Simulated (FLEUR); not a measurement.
**A series of single points on SnSe**

System: SnSe (Fm-3m, 2 atoms in the cell).
Method: Kohn-Sham DFT of a periodic cell, SCAN, all-electron, no spin polarisation (FLEUR MaX-R8.1 (later development tree)).

The 5 runs differ only in the geometry, by an even scaling of the cell at fixed fractional positions. The structure derives from an entry of the Crystallography Open Database.

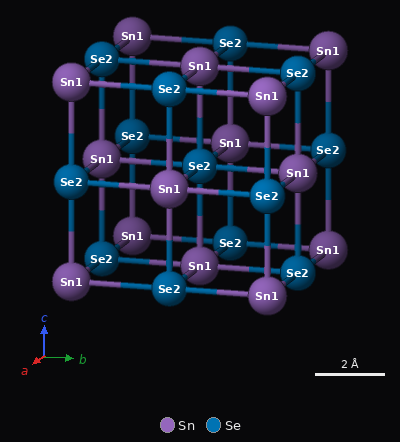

Figure 1. The structure of run 3 (ball-and-stick view of the cell 4 times as large as that of the calculation, set on its symmetry axes, seen slightly off an axis; atoms are numbered from 1 in the order of the input).

### Input of run 3
```
<?xml version="1.0" encoding="UTF-8" standalone="no"?>
<fleurInput fleurInputVersion="0.39">
   <comment>
      SnSe                                                                                                
   </comment>
   <calculationSetup>
      <cutoffs Kmax="4.1" Gmax="12.7" GmaxXC="12.7" numbands="0"/>
      <scfLoop itmax="60" minDistance="0.00001" maxIterBroyd="15" imix="Anderson" alpha="0.05" precondParam="0.0" spinf="2.0" sdNocoIR="T"/>
      <coreElectrons ctail="F" frcor="F" kcrel="0" coretail_lmax="0"/>
      <xcFunctional name="LibXC" relativisticCorrections="F">
         <LibXCName exchange="mgga_x_scan" correlation="mgga_c_scan"/>
         <AuxGGA exchange="117" correlation="130"/>
      </xcFunctional>
      <magnetism jspins="1"/>
      <soc l_soc="F" theta="0.0" phi="0.0" spav="F"/>
      <expertModes spex="0" secvar="F"/>
      <geometryOptimization l_f="F" forcealpha="1.0" forcemix="BFGS" epsdisp="0.00001" epsforce="0.00001"/>
      <ldaU l_linMix="F" mixParam="0.05" spinf="1.0"/>
   </calculationSetup>
   <cell>
      <bzIntegration valenceElectrons="38.0" mode="hist" fermiSmearingEnergy="0.00183747">
         <kPointListSelection listName="default-1"/>
         <!-- k-points included here -->
         <xi:include xmlns:xi="http://www.w3.org/2001/XInclude" href="kpts.xml"> </xi:include>
      </bzIntegration>
      <!-- symmetry operations included here -->
      <xi:include xmlns:xi="http://www.w3.org/2001/XInclude" href="sym.xml"> </xi:include>
      <bulkLattice scale="1.0000000000">
         <bravaisMatrix>
            <row-1>    0.0000000000000000     5.6880756350459993     5.6880756350459993</row-1>
            <row-2>    5.6880756350459993     0.0000000000000000     5.6880756350459993</row-2>
            <row-3>    5.6880756350459993     5.6880756350459993     0.0000000000000000</row-3>
         </bravaisMatrix>
      </bulkLattice>
   </cell>
   <atomSpecies>
      <species name="Tin (Sn)" element="Sn" atomicNumber="50">
         <mtSphere radius="2.63" gridPoints="879" logIncrement="0.015"/>
         <atomicCutoffs lmax="11" lnonsphr="8"/>
         <electronConfig flipSpins="F">
            <coreConfig>(1s1/2) (2s1/2) (2p1/2) (2p3/2) (3s1/2) (3p1/2) (3p3/2) (3d3/2) (3d5/2)</coreConfig>
            <valenceConfig>(4s1/2) (4p1/2) (4p3/2) (5s1/2) (4d3/2) (4d5/2) (5p1/2) (5p3/2)</valenceConfig>
            <stateOccupation state="(5p1/2)" spinUp="0.333333" spinDown="0.333333"/>
            <stateOccupation state="(5p3/2)" spinUp="0.666667" spinDown="0.666667"/>
         </electronConfig>
         <energyParameters s="5" p="5" d="4" f="4"/>
         <lo type="SCLO" l="0" n="4" eDeriv="0"/>
         <lo type="SCLO" l="1" n="4" eDeriv="0"/>
         <lo type="SCLO" l="1" n="4" eDeriv="1"/>
         <lo type="SCLO" l="2" n="4" eDeriv="2"/>
         <lo type="SCLO" l="3" n="4" eDeriv="2"/>
      </species>
      <species name="Selenium (Se)" element="Se" atomicNumber="34">
         <mtSphere radius="2.48" gridPoints="847" logIncrement="0.015"/>
         <atomicCutoffs lmax="10" lnonsphr="8"/>
         <electronConfig flipSpins="F">
            <coreConfig>(1s1/2) (2s1/2) (2p1/2) (2p3/2) (3s1/2) (3p1/2) (3p3/2)</coreConfig>
            <valenceConfig>(3d3/2) (3d5/2) (4s1/2) (4p1/2) (4p3/2)</valenceConfig>
            <stateOccupation state="(4p1/2)" spinUp="0.666667" spinDown="0.666667"/>
            <stateOccupation state="(4p3/2)" spinUp="1.333333" spinDown="1.333333"/>
         </electronConfig>
         <energyParameters s="4" p="4" d="4" f="4"/>
         <lo type="SCLO" l="2" n="3" eDeriv="0"/>
         <lo type="SCLO" l="0" n="4" eDeriv="2"/>
         <lo type="SCLO" l="1" n="4" eDeriv="2"/>
         <lo type="SCLO" l="3" n="4" eDeriv="2"/>
      </species>
   </atomSpecies>
   <atomGroups>
      <atomGroup species="Tin (Sn)">
         <relPos label="                   1">.0000000000 .0000000000 .0000000000</relPos>
         <force calculate="T" relaxXYZ="TTT"/>
      </atomGroup>
      <atomGroup species="Selenium (Se)">
         <relPos label="                   2">1.000/2.000 1.000/2.000 1.000/2.000</relPos>
         <force calculate="T" relaxXYZ="TTT"/>
      </atomGroup>
   </atomGroups>
   <output dos="F" band="F" slice="F">
      <checks vchk="F" cdinf="F"/>
      <bandDOS minEnergy="-.5*Htr" maxEnergy="0.5*Htr" sigma="0.015" storeEVData="T"/>
      <vacuumDOS vacdos="F" integ="F" star="F" nstars="0" locx1="0.0" locy1="0.0" locx2="0.0" locy2="0.0" nstm="0" tworkf="0.0"/>
      <unfoldingBand unfoldBand="F" supercellX="1" supercellY="1" supercellZ="1"/>
      <plotting iplot="0" polar="F">
         <plot TwoD="T" vec1="  1.0  0.0  0.0" vec2="  0.0  1.0  0.0" vec3="  0.0  0.0  1.0" zero="  0.0  0.0  0.0" file="plot"/>
      </plotting>
      <chargeDensitySlicing numkpt="0" minEigenval="0.0" maxEigenval="0.0" nnne="0" pallst="F"/>
      <specialOutput eonly="F"/>
      <moessbauerParams electricFieldGradient="T" isomerShift="T" coreHyperfine="T" valenceHyperfine="T"/>
      <magneticCircularDichroism mcd="F" energyLo="-10.0" energyUp="0.0"/>
   </output>
  <!-- We include the file relax.xml here to enable relaxations (see documentation) -->
  <xi:include xmlns:xi="http://www.w3.org/2001/XInclude" href="relax.xml"> <xi:fallback/> </xi:include>
</fleurInput>
```

Command:
```bash
inpgen -f crystal.txt -profile fastHighL; fleur_MPI
```

Run 4 has the same physical settings and fractional positions; its lattice vectors (Å) are:
```
   0.000000    3.049610    3.049610
   3.049610    0.000000    3.049610
   3.049610    3.049610    0.000000
```

### Results, with one run withheld

| run | volume per atom (Å³) | free energy per atom, from the lowest run given (meV) | gap on the mesh (eV) |
| --- | --- | --- | --- |
| 1 | 25.635 | 16.12 | 0.72 |
| 2 | 26.180 | 6.40 | 0.62 |
| 3 | 27.271 | 0.00 | 0.44 |
| 4 | 28.362 | ? | ? |
| 5 | 28.907 | 16.33 | 0.20 |

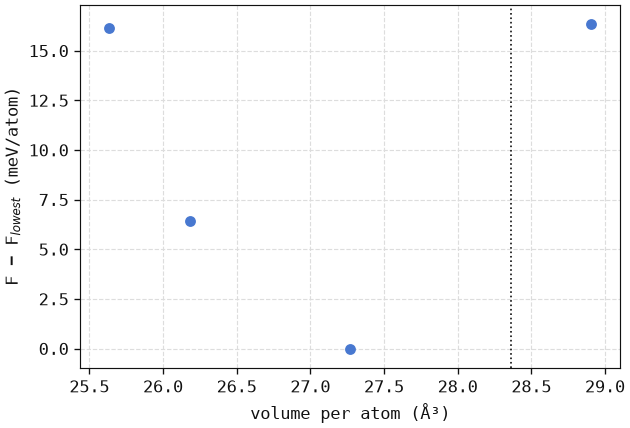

Figure 2. Free energy per atom of the runs given; the dotted line marks run 4.

Estimate the energy of run 4 from the others.

A quadratic polynomial in V^(−2/3) (the Birch–Murnaghan form), fitted to the 4 runs given, misses them by at most 0.07 meV per atom. With x = V^(−2/3) − 0.11125 Å⁻², it reads F = 0.2508 + 1060.9 x + 8.3198e+05 x² (meV per atom). At run 4 it gives 7.84 meV per atom, and the run itself gives 7.84. The fit has its minimum at 27.183 Å³ per atom, where V d²F/dV² gives 53.3 GPa: the bulk modulus at this level, since symmetry fixes the shape and the positions. The gap on the mesh goes, without turning, from 0.72 eV in run 1 to 0.20 eV in run 5; run 4 has 0.27 eV. These are gaps of this functional on this mesh, which can miss the band edges; they aren't the measured gap.

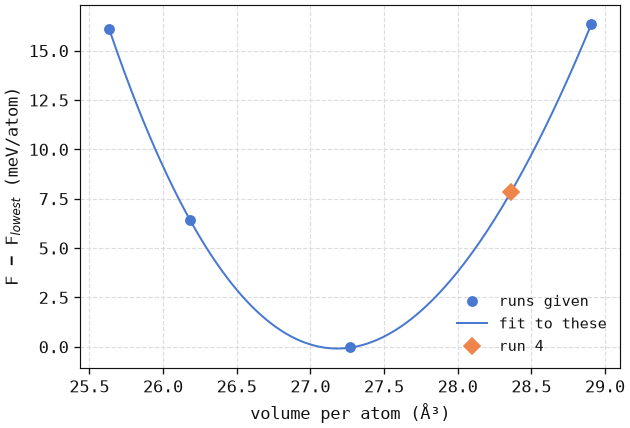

Figure 3. The fit and the withheld run.

### End of the output (run 4)
```
[...]
The functional 'Perdew, Burke & Ernzerhof' is a correlation functional, it belongs to the 'GGA' family and is defined in the reference(s):
[1] J. P. Perdew, K. Burke, and M. Ernzerhof.,  Phys. Rev. Lett. 77, 3865 (1996)
[2] J. P. Perdew, K. Burke, and M. Ernzerhof.,  Phys. Rev. Lett. 78, 1396 (1997)
 Using same functional for VXC and EXC

 Iteration:    17   Distance:       0.00005409 me/bohr^3
The functional 'Hammer, Hansen, and Norskov' is an exchange functional, it belongs to the 'GGA' family and is defined in the reference(s):
[1] B. Hammer, L. B. Hansen, and J. K. Nørskov.,  Phys. Rev. B 59, 7413 (1999)
The functional 'Perdew, Burke & Ernzerhof' is a correlation functional, it belongs to the 'GGA' family and is defined in the reference(s):
[1] J. P. Perdew, K. Burke, and M. Ernzerhof.,  Phys. Rev. Lett. 77, 3865 (1996)
[2] J. P. Perdew, K. Burke, and M. Ernzerhof.,  Phys. Rev. Lett. 78, 1396 (1997)
 Using same functional for VXC and EXC

 Iteration:    18   Distance:       0.00002414 me/bohr^3
The functional 'Hammer, Hansen, and Norskov' is an exchange functional, it belongs to the 'GGA' family and is defined in the reference(s):
[1] B. Hammer, L. B. Hansen, and J. K. Nørskov.,  Phys. Rev. B 59, 7413 (1999)
The functional 'Perdew, Burke & Ernzerhof' is a correlation functional, it belongs to the 'GGA' family and is defined in the reference(s):
[1] J. P. Perdew, K. Burke, and M. Ernzerhof.,  Phys. Rev. Lett. 77, 3865 (1996)
[2] J. P. Perdew, K. Burke, and M. Ernzerhof.,  Phys. Rev. Lett. 78, 1396 (1997)
 Using same functional for VXC and EXC

 Iteration:    19   Distance:       0.00001262 me/bohr^3
The functional 'Hammer, Hansen, and Norskov' is an exchange functional, it belongs to the 'GGA' family and is defined in the reference(s):
[1] B. Hammer, L. B. Hansen, and J. K. Nørskov.,  Phys. Rev. B 59, 7413 (1999)
The functional 'Perdew, Burke & Ernzerhof' is a correlation functional, it belongs to the 'GGA' family and is defined in the reference(s):
[1] J. P. Perdew, K. Burke, and M. Ernzerhof.,  Phys. Rev. Lett. 77, 3865 (1996)
[2] J. P. Perdew, K. Burke, and M. Ernzerhof.,  Phys. Rev. Lett. 78, 1396 (1997)
 Using same functional for VXC and EXC

 Iteration:    20   Distance:       0.00000354 me/bohr^3

 ********************************************************************
 Run finished successfully
 Stop message:
   all done
 ********************************************************************
```
